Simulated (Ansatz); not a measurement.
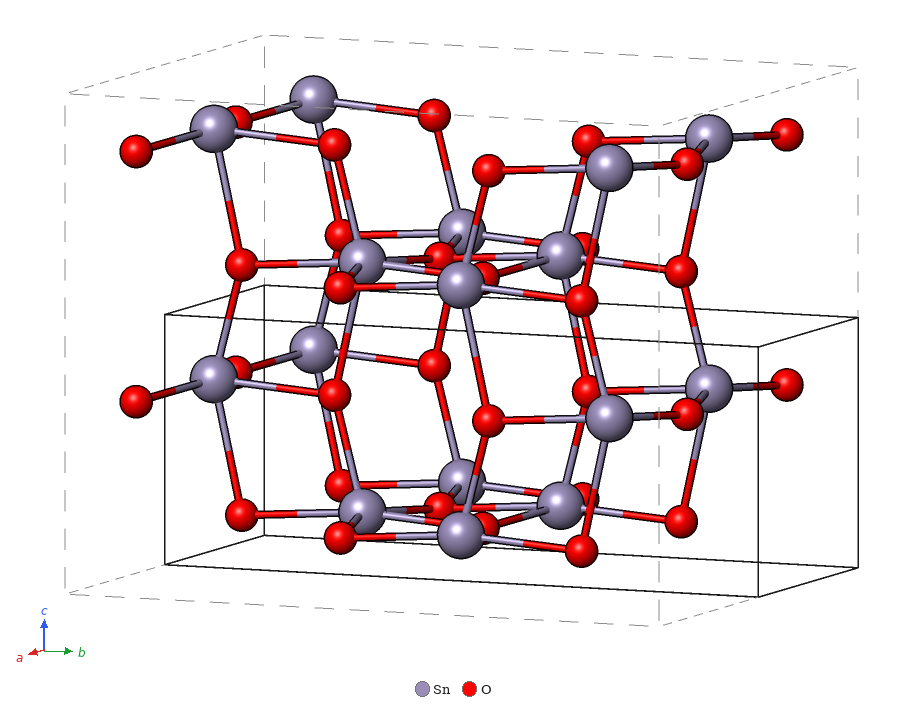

We look at a ball-and-stick model of the crystal slightly off an axis. The conventional unit cell (solid box) is repeated to 2×1×2 cells. Cell: a = 3.972 Å, b = 10.180 Å, c = 3.972 Å, α = 90.00°, β = 90.00°, γ = 90.00°.

- Formula: SnO₂.
- The symmetry is that of Ima2 (No. 46), on a body-centred orthorhombic lattice.
- One cell contains 4 Sn, 8 O, 12 atoms in all.
- The Sn atoms are each bonded to six O at about 1.9 to 2.2 Å. O is linked to three Sn at about 1.9 to 2.2 Å.
- The bonds build a three-dimensional framework.

Provenance: a structure listed in the Materials Project. The cell was then strained or its atoms displaced on purpose. Ansatz was used for an electronic-structure calculation on it.

At this level of theory the cell isn't at rest (forces up to 2.8 eV/Å), so its distances can differ from those at equilibrium, the more so the softer the solid.
